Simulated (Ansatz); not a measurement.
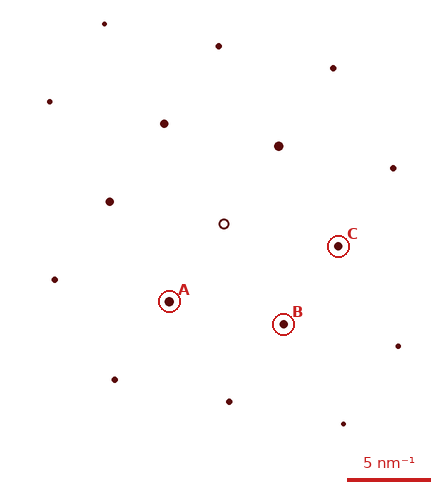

The pattern is a kinematic simulation for 200 kV electrons (no multiple scattering; isotropic B = 0.3 Å²). The zone axis points towards the electron source and the pattern is seen from the source side.

Cd, space group Fd-3m (No. 227), a = 6.98 Å. Structure: the geometry relaxed with Ansatz 0.2.0, DFT, RPBE, plane waves (420 eV) with PAW, scalar-relativistic; the starting structure was generated, so it need not be a known form of this composition.

Spot A is indexed 0 0 -4 and spot B -2 4 -2.

Index the other marked spot.

Answer. C = −A + B = -2 4 2 (d = 1.424 Å).

Find the zone axis.

Answer. The cross product of A and B is parallel to [210]; every spot obeys hu + kv + lw = 0.
